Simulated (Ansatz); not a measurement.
**Run report: Ga2O3, geometry relaxation (part 1 of 2)**

Ga2O3 (P1, 10 atoms in the cell), computed with DFT r2SCAN, scalar-relativistic, plane waves, PAW, no spin polarisation (Ansatz 0.2.0).

The structure derives from an entry of the Crystallography Open Database. It belongs to a series of runs on one base structure; here: all O atoms moved 0.2 A in one direction; relaxed back.

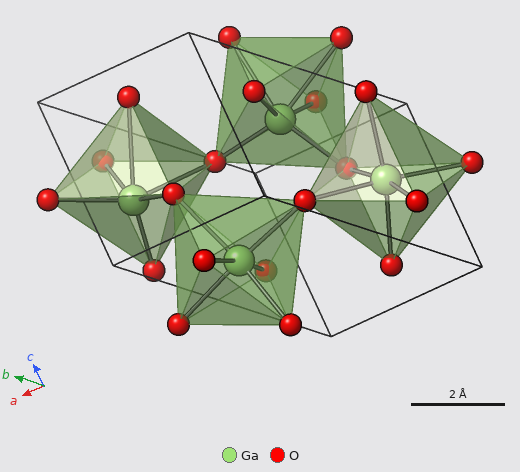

The input geometry (polyhedral view of the cell of the calculation, set on other vectors, seen at an oblique angle; polyhedra are completed across the faces of the cell). An atom can appear more than once, as a periodic image.

## The input
```yaml
crystal:
  lattice:
    - [2.4923023535, 1.4389314347, 4.4806666158]
    - [-2.4923023535, 1.4389314347, 4.4806666158]
    - [0.0, -2.8778628693, 4.4806666158]
  atoms:
    - { symbol: Ga, position: [0.329100062, 0.3673651725, 0.3538991495] }
    - { symbol: Ga, position: [0.1182953654, 0.1565604759, 0.1430944529] }
    - { symbol: Ga, position: [0.6182953654, 0.6565604759, 0.6430944529] }
    - { symbol: Ga, position: [0.829100062, 0.8673651725, 0.8538991495] }
    - { symbol: O, position: [0.5711611027, 0.9383985386, 0.2510021325] }
    - { symbol: O, position: [0.2675348575, 0.545651029, 0.9473758873] }
    - { symbol: O, position: [0.9639086123, 0.2420247838, 0.5546283777] }
    - { symbol: O, position: [0.4639086123, 0.045651029, 0.7510021325] }
    - { symbol: O, position: [0.7675348575, 0.4383985386, 0.0546283777] }
    - { symbol: O, position: [0.0711611027, 0.7420247838, 0.4473758873] }
basis:
  ecutwfc: 500
kpoints:
  mp_grid: { grid: [6, 6, 6] }
hamiltonian:
  xc: r2scan
scf:
  occupations: { method: gaussian, width: 0.05 }
output:
  forces: true
  stress: true
  eigenvalues: true
  write_density: true
  write_potential: true
  elf: true
  volumetric_format: npy
relax:
  adjacent_minimum: "off"
  f_tol: 0.01
  max_steps: 80
  cell: { stress_tol: 0.1 }
```

Launch command:
```bash
ansatz run input.yaml --threads 2 --pin off --max-ram 5120MiB --backend cpu --events-out ev --progress --plain --runs-dir out
```

## Output
```
Engine: ansatz 0.2.0, x86_64-unknown-linux-gnu
Pseudopotentials: kind: paw
Pseudopotential: Ga, paw, valence charge 13, recommended cutoff 500 eV (meta_gga), Ga.paw.azcp
Pseudopotential: O, paw, valence charge 6, recommended cutoff 500 eV (meta_gga), O.paw.azcp
Functional definition: r2SCAN
  parameter k0 = 0.174
  parameter k1 = 0.065
  parameter a1 = 4.9479
  exchange = r2scan_x(k0 = k0, k1 = k1, a1 = a1)
  correlation = r2scan_c
Crystal: 10 atoms, lattice volume = 96.413 Å³
Basis set: ecut = 500 eV, 2429 PW (Γ), exchange–correlation on 160×160×160 points (64 copies of the dense FFT grid, shifted against one another)
Bands: 54, of which v1, the nominal top of the filled ones, is band 44 counted from 1 (43 counted from 0)
Symmetry: 1 space group operations
Space group: P1 (ITA 1), of the structure as read, at distance tolerance 4.6e-5 Å
k-points: 112 of 216 (time reversal used)
Non-local potential: Ga, projectors of the file, l = 0: 2, l = 1: 2, l = 2: 3, l = 3: 1
Non-local potential: O, projectors of the file, l = 0: 2, l = 1: 2, l = 2: 1
PAW form: soft (Blöchl's): semilocal exchange-correlation on the pseudo side does not see the compensation charge
PAW frozen core: Ga, regenerated for the run's functional (the file was generated under x = pbe(κ = 0.804, μ = 0.2195149727645171), c = pbe(β = 0.06672455060314922))
PAW frozen core: O, regenerated for the run's functional (the file was generated under x = pbe(κ = 0.804, μ = 0.2195149727645171), c = pbe(β = 0.06672455060314922))
PAW one-centre angular grid: Ga, 590 points (default); XC on 160 Gauss nodes
PAW one-centre angular grid: O, 302 points (default); XC on 160 Gauss nodes
Initial density: superposition of atomic densities (neutral atoms: chi_scale 0, normalization atom), corrected by the library's trained network
Initial wavefunctions: pseudopotential atomic-orbital guess
Functional: x = r2scan, c = r2scan; τ floored in thin density (d = 2e-4 eV/Å³)
SCF iter   1: F=—  HF=-18576.676981 eV  |F-HF|=—  |Δ(HF+E_count)|=         —  Δρ=1.47e-2  dr2=9.56e-2  dr2_τ=4.18e-1  ethr=1.77e-3  ⟨swp⟩=5.9  Hψ=22420  notcnv=0  defer=79
preconditioner: auto → Resta (q_TF=auto, 2.687 Å⁻¹)  ε∞=4.3  [insulator: Δε(μ)=3.465 eV  Ē_g=19.395 eV  σ=0.050 eV  W_gap=1.00  n_scr=26 (ndim 8)  ℏωp=35.5 eV  f_vac=0.015  D(μ)=0.00/eV (n_scr^D=0)  ε∞_Penn≈4.3]
SCF iter   2: F=—  HF=-18576.876838 eV  |F-HF|=—  |Δ(HF+E_count)|=   2.00e-1  Δρ=7.46e-3  dr2=3.04e-2  dr2_τ=1.10e-3  ethr=1.09e-4  ⟨swp⟩=2.2  Hψ=12624  notcnv=0  defer=516
SCF iter   3: F=—  HF=-18576.876461 eV  |F-HF|=—  |Δ(HF+E_count)|=   3.77e-4  Δρ=3.79e-3  dr2=4.52e-3  dr2_τ=6.35e-4  ethr=3.46e-5  ⟨swp⟩=3.0  Hψ=10969  notcnv=0  defer=516
SCF iter   4: F=—  HF=-18576.875877 eV  |F-HF|=—  |Δ(HF+E_count)|=   5.84e-4  Δρ=6.19e-4  dr2=1.96e-4  dr2_τ=6.12e-5  ethr=5.14e-6  ⟨swp⟩=3.0  Hψ=12580  notcnv=0  defer=516
SCF iter   5: F=—  HF=-18576.875944 eV  |F-HF|=—  |Δ(HF+E_count)|=   6.73e-5  Δρ=1.49e-4  dr2=1.01e-5  dr2_τ=1.52e-6  ethr=2.23e-7  ⟨swp⟩=2.0  Hψ=10463  notcnv=0  defer=516
SCF iter   6: F=—  HF=-18576.875960 eV  |F-HF|=—  |Δ(HF+E_count)|=   1.55e-5  Δρ=2.28e-5  dr2=3.85e-7  dr2_τ=3.30e-8  ethr=1.15e-8  ⟨swp⟩=2.0  Hψ=10460  notcnv=0  defer=516
SCF iter   7: F=—  HF=-18576.875960 eV  |F-HF|=—  |Δ(HF+E_count)|=   1.81e-8  Δρ=1.18e-5  dr2=1.03e-7  dr2_τ=8.42e-9  ethr=1.14e-10  ⟨swp⟩=14.4  Hψ=53602  notcnv=0
SCF iter   8: F=-18576.875960 eV  HF=-18576.875960 eV  |F-HF|=1.40e-8  |Δ(HF+E_count)|=   2.66e-8  Δρ=4.95e-6  dr2=2.21e-8  dr2_τ=7.00e-10  ethr=1.14e-10  ⟨swp⟩=7.1  Hψ=35742  notcnv=0
SCF 1 converged in 8 iterations: F = -18576.875960 eV  dr2 = 2.21e-8
  greatest PAW one-centre occupation: 0.997 electrons in one spin orbital (limit 2), on the Ga atom at site 0 (counted from 0), in its partial waves of l = 2
relax step   1: F+E_penalty+E_count = -18576.87595970 eV  Δ(F+E_penalty+E_count) = +0.000e0 eV  max|allowed force component| = 2.894e0 eV/Å  Δτ_max = 0.0000 Å  P = +5.392 GPa  Ω = 96.413 Å³  (8 SCF iters, dr2 threshold 1.00e-7 eV, accepted)
Crystal: 10 atoms, lattice volume = 96.912 Å³
Basis set: ecut = 500 eV, 2441 PW (Γ), exchange–correlation on 160×160×160 points (64 copies of the dense FFT grid, shifted against one another)
Initial density: handed on by an earlier stage of this run
Initial wavefunctions: those handed on with the density
iter 1 solved again at ethr=2.82e-5 eV; its pass at ethr=3.10e-3 eV (dr2=2.48e-2 eV) is discarded
SCF iter   1: F=—  HF=-18577.157108 eV  |F-HF|=—  |Δ(HF+E_count)|=         —  Δρ=7.64e-3  dr2=2.45e-2  dr2_τ=8.65e-2  ethr=2.82e-5  ⟨swp⟩=2.3  Hψ=20933  notcnv=0
preconditioner: auto → Resta (q_TF=auto, 2.685 Å⁻¹)  ε∞=4.4  [insulator: Δε(μ)=3.403 eV  Ē_g=19.252 eV  σ=0.050 eV  W_gap=1.00  n_scr=26 (ndim 8)  ℏωp=35.4 eV  f_vac=0.017  D(μ)=0.00/eV (n_scr^D=0)  ε∞_Penn≈4.4]
SCF iter   2: F=—  HF=-18577.165163 eV  |F-HF|=—  |Δ(HF+E_count)|=   8.06e-3  Δρ=3.54e-3  dr2=4.68e-3  dr2_τ=2.08e-4  ethr=2.79e-5  ⟨swp⟩=2.5  Hψ=11939  notcnv=0
SCF iter   3: F=—  HF=-18577.164902 eV  |F-HF|=—  |Δ(HF+E_count)|=   2.61e-4  Δρ=5.36e-4  dr2=1.70e-4  dr2_τ=3.69e-5  ethr=5.31e-6  ⟨swp⟩=2.0  Hψ=11426  notcnv=0
SCF iter   4: F=—  HF=-18577.165103 eV  |F-HF|=—  |Δ(HF+E_count)|=   2.01e-4  Δρ=2.61e-4  dr2=3.61e-5  dr2_τ=5.51e-6  ethr=1.93e-7  ⟨swp⟩=2.0  Hψ=10806  notcnv=0
SCF iter   5: F=—  HF=-18577.165128 eV  |F-HF|=—  |Δ(HF+E_count)|=   2.43e-5  Δρ=1.14e-4  dr2=1.01e-5  dr2_τ=1.40e-6  ethr=4.10e-8  ⟨swp⟩=2.0  Hψ=10976  notcnv=0
SCF iter   6: F=-18577.165126 eV  HF=-18577.165126 eV  |F-HF|=7.47e-8  |Δ(HF+E_count)|=   1.72e-6  Δρ=2.57e-5  dr2=5.83e-7  dr2_τ=4.14e-8  ethr=1.14e-9  ⟨swp⟩=7.7  Hψ=44700  notcnv=0
SCF 2 converged in 6 iterations: F = -18577.165126 eV  dr2 = 5.83e-7
relax step   2: F+E_penalty+E_count = -18577.16512578 eV  Δ(F+E_penalty+E_count) = -2.892e-1 eV  max|allowed force component| = 1.853e0 eV/Å  Δτ_max = 0.0252 Å  P = +2.329 GPa  Ω = 96.912 Å³  energy of the carried Pulay correction = -4.446e-4 eV  (6 SCF iters, dr2 threshold 1.00e-6 eV, accepted)
Crystal: 10 atoms, lattice volume = 95.481 Å³
Basis set: ecut = 500 eV, 2409 PW (Γ), exchange–correlation on 160×160×160 points (64 copies of the dense FFT grid, shifted against one another)
iter 1 solved again at ethr=3.24e-4 eV; its pass at ethr=3.10e-3 eV (dr2=2.85e-1 eV) is discarded
SCF iter   1: F=—  HF=-18577.552719 eV  |F-HF|=—  |Δ(HF+E_count)|=         —  Δρ=2.74e-2  dr2=2.86e-1  dr2_τ=8.42e-1  ethr=3.24e-4  ⟨swp⟩=2.4  Hψ=27740  notcnv=0
preconditioner: auto → Resta (q_TF=auto, 2.691 Å⁻¹)  ε∞=4.4  [insulator: Δε(μ)=3.545 eV  Ē_g=19.452 eV  σ=0.050 eV  W_gap=1.00  n_scr=26 (ndim 8)  ℏωp=35.6 eV  f_vac=0.015  D(μ)=0.00/eV (n_scr^D=0)  ε∞_Penn≈4.4]
SCF iter   2: F=—  HF=-18577.604154 eV  |F-HF|=—  |Δ(HF+E_count)|=   5.14e-2  Δρ=1.30e-2  dr2=5.76e-2  dr2_τ=2.31e-3  ethr=3.24e-4  ⟨swp⟩=3.8  Hψ=13120  notcnv=0
SCF iter   3: F=—  HF=-18577.602296 eV  |F-HF|=—  |Δ(HF+E_count)|=   1.86e-3  Δρ=2.42e-3  dr2=3.76e-3  dr2_τ=8.01e-4  ethr=6.54e-5  ⟨swp⟩=2.3  Hψ=11463  notcnv=0
SCF iter   4: F=—  HF=-18577.603712 eV  |F-HF|=—  |Δ(HF+E_count)|=   1.42e-3  Δρ=8.92e-4  dr2=3.89e-4  dr2_τ=5.27e-5  ethr=4.27e-6  ⟨swp⟩=2.0  Hψ=11573  notcnv=0
SCF iter   5: F=—  HF=-18577.604347 eV  |F-HF|=—  |Δ(HF+E_count)|=   6.35e-4  Δρ=2.76e-4  dr2=6.49e-5  dr2_τ=3.31e-6  ethr=4.42e-7  ⟨swp⟩=2.0  Hψ=10958  notcnv=0
SCF iter   6: F=—  HF=-18577.604347 eV  |F-HF|=—  |Δ(HF+E_count)|=   5.45e-7  Δρ=1.10e-4  dr2=8.58e-6  dr2_τ=5.34e-7  ethr=7.38e-8  ⟨swp⟩=2.5  Hψ=11600  notcnv=0
SCF iter   7: F=—  HF=-18577.604345 eV  |F-HF|=—  |Δ(HF+E_count)|=   2.03e-6  Δρ=6.12e-5  dr2=2.49e-6  dr2_τ=1.56e-7  ethr=9.75e-9  ⟨swp⟩=2.0  Hψ=10373  notcnv=0
SCF iter   8: F=-18577.604345 eV  HF=-18577.604345 eV  |F-HF|=2.44e-7  |Δ(HF+E_count)|=   6.26e-7  Δρ=2.18e-5  dr2=3.67e-7  dr2_τ=5.00e-8  ethr=1.14e-9  ⟨swp⟩=9.8  Hψ=51885  notcnv=0
SCF 3 converged in 8 iterations: F = -18577.604345 eV  dr2 = 3.67e-7
  greatest PAW one-centre occupation: 0.997 electrons in one spin orbital (limit 2), on the Ga atom at site 3 (counted from 0), in its partial waves of l = 2
relax step   3: F+E_penalty+E_count = -18577.60434490 eV  Δ(F+E_penalty+E_count) = -4.392e-1 eV  max|allowed force component| = 3.799e-1 eV/Å  Δτ_max = 0.0834 Å  P = +2.645 GPa  Ω = 95.481 Å³  energy of the carried Pulay correction = +8.363e-4 eV  (8 SCF iters, dr2 threshold 1.00e-6 eV, accepted)
Crystal: 10 atoms, lattice volume = 96.396 Å³
iter 1 solved again at ethr=9.03e-5 eV; its pass at ethr=3.10e-3 eV (dr2=7.95e-2 eV) is discarded
SCF iter   1: F=—  HF=-18577.625235 eV  |F-HF|=—  |Δ(HF+E_count)|=         —  Δρ=1.48e-2  dr2=7.93e-2  dr2_τ=3.31e-1  ethr=9.03e-5  ⟨swp⟩=2.3  Hψ=25421  notcnv=0
preconditioner: auto → Resta (q_TF=auto, 2.687 Å⁻¹)  ε∞=4.4  [insulator: Δε(μ)=3.522 eV  Ē_g=19.319 eV  σ=0.050 eV  W_gap=1.00  n_scr=26 (ndim 8)  ℏωp=35.5 eV  f_vac=0.018  D(μ)=0.00/eV (n_scr^D=0)  ε∞_Penn≈4.4]
SCF iter   2: F=—  HF=-18577.663997 eV  |F-HF|=—  |Δ(HF+E_count)|=   3.88e-2  Δρ=6.98e-3  dr2=1.63e-2  dr2_τ=5.81e-4  ethr=9.01e-5  ⟨swp⟩=2.7  Hψ=11983  notcnv=0
SCF iter   3: F=—  HF=-18577.663817 eV  |F-HF|=—  |Δ(HF+E_count)|=   1.80e-4  Δρ=1.02e-3  dr2=6.25e-4  dr2_τ=9.34e-5  ethr=1.85e-5  ⟨swp⟩=2.0  Hψ=11426  notcnv=0
SCF iter   4: F=—  HF=-18577.664431 eV  |F-HF|=—  |Δ(HF+E_count)|=   6.14e-4  Δρ=4.82e-4  dr2=1.42e-4  dr2_τ=1.78e-5  ethr=7.10e-7  ⟨swp⟩=2.0  Hψ=10601  notcnv=0
SCF iter   5: F=—  HF=-18577.664477 eV  |F-HF|=—  |Δ(HF+E_count)|=   4.60e-5  Δρ=1.53e-4  dr2=2.22e-5  dr2_τ=1.50e-6  ethr=1.62e-7  ⟨swp⟩=2.0  Hψ=10764  notcnv=0
SCF iter   6: F=—  HF=-18577.664473 eV  |F-HF|=—  |Δ(HF+E_count)|=   3.25e-6  Δρ=4.56e-5  dr2=1.93e-6  dr2_τ=1.06e-7  ethr=2.52e-8  ⟨swp⟩=2.0  Hψ=10185  notcnv=0
SCF iter   7: F=-18577.664474 eV  HF=-18577.664474 eV  |F-HF|=5.69e-7  |Δ(HF+E_count)|=   6.87e-7  Δρ=3.06e-5  dr2=6.51e-7  dr2_τ=8.83e-8  ethr=1.14e-9  ⟨swp⟩=10.4  Hψ=51639  notcnv=0
SCF 4 converged in 7 iterations: F = -18577.664474 eV  dr2 = 6.51e-7
relax step   4: F+E_penalty+E_count = -18577.66447360 eV  Δ(F+E_penalty+E_count) = -6.013e-2 eV  max|allowed force component| = 6.011e-3 eV/Å  Δτ_max = 0.0544 Å  P = +0.034 GPa  Ω = 96.396 Å³  energy of the carried Pulay correction = +1.509e-5 eV  (7 SCF iters, dr2 threshold 1.00e-6 eV, accepted)
Initial wavefunctions: pseudopotential atomic-orbital guess (no wavefunctions were taken with the density)
iter 1 solved again at ethr=6.50e-9 eV; its pass at ethr=3.10e-3 eV (dr2=5.72e-6 eV) is discarded
SCF iter   1: F=—  HF=-18577.664459 eV  |F-HF|=—  |Δ(HF+E_count)|=         —  Δρ=3.07e-5  dr2=6.56e-7  dr2_τ=8.87e-8  ethr=6.50e-9  ⟨swp⟩=4.1  Hψ=41518  notcnv=0
preconditioner: auto → Resta (q_TF=auto, 2.687 Å⁻¹)  ε∞=4.4  [insulator: Δε(μ)=3.552 eV  Ē_g=19.338 eV  σ=0.050 eV  W_gap=1.00  n_scr=26 (ndim 8)  ℏωp=35.5 eV  f_vac=0.017  D(μ)=0.00/eV (n_scr^D=0)  ε∞_Penn≈4.4]
SCF iter   2: F=—  HF=-18577.664459 eV  |F-HF|=—  |Δ(HF+E_count)|=   9.46e-8  Δρ=1.04e-5  dr2=9.68e-8  dr2_τ=1.65e-8  ethr=7.45e-10  ⟨swp⟩=2.0  Hψ=10734  notcnv=0
SCF iter   3: F=—  HF=-18577.664459 eV  |F-HF|=—  |Δ(HF+E_count)|=   2.66e-8  Δρ=6.62e-6  dr2=4.16e-8  dr2_τ=1.27e-9  ethr=1.10e-10  ⟨swp⟩=2.0  Hψ=10298  notcnv=0
SCF iter   4: F=—  HF=-18577.664459 eV  |F-HF|=—  |Δ(HF+E_count)|=   1.84e-8  Δρ=1.29e-6  dr2=1.29e-9  dr2_τ=2.40e-10  ethr=4.72e-11  ⟨swp⟩=3.0  Hψ=11107  notcnv=0
SCF iter   5: F=-18577.664459 eV  HF=-18577.664459 eV  |F-HF|=1.46e-11  |Δ(HF+E_count)|=  1.16e-10  Δρ=5.12e-7  dr2=1.99e-10  dr2_τ=1.88e-11  ethr=1.00e-12  ⟨swp⟩=6.9  Hψ=31789  notcnv=0
SCF 5 converged in 5 iterations: F = -18577.664459 eV  dr2 = 1.99e-10
relax step   5: F+E_penalty+E_count = -18577.66445909 eV  Δ(F+E_penalty+E_count) = +1.451e-5 eV  max|allowed force component| = 5.884e-3 eV/Å  Δτ_max = 0.0000 Å  P = +0.026 GPa  Ω = 96.396 Å³  stress off target by 7.06e-2 GPa  SCF on the basis re-selected at this cell (its energy is not comparable with the rows above)  (5 SCF iters)
```

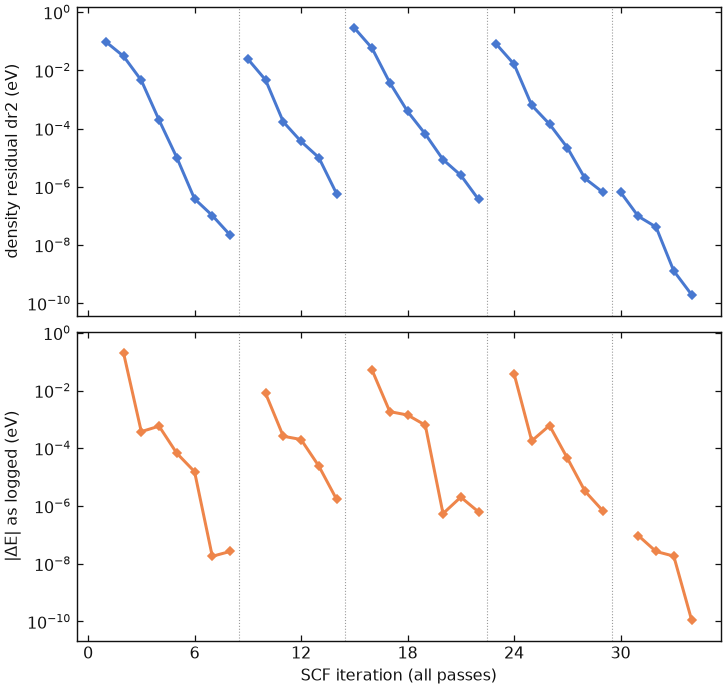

Convergence of the self-consistent field: density residual dr2 and size of the energy change against the SCF iteration. The dotted lines part the SCF passes of the relaxation: geometry steps, rejected trials and re-solves on a re-selected basis. The 5 passes take 5 to 8 iterations each, 34 in all.

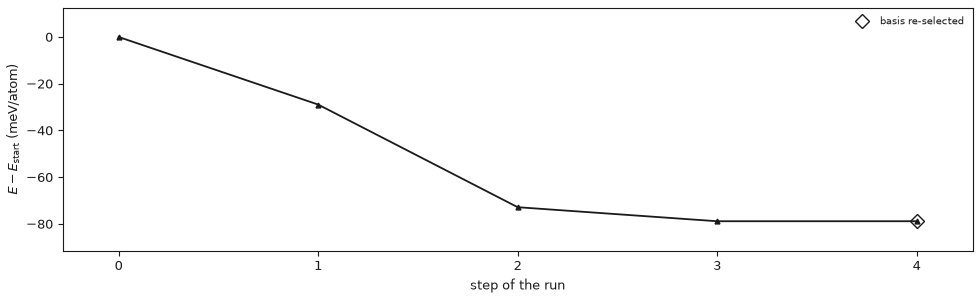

Progress of the relaxation, step by step (the first geometry is step 0 here and step 1 in the log).
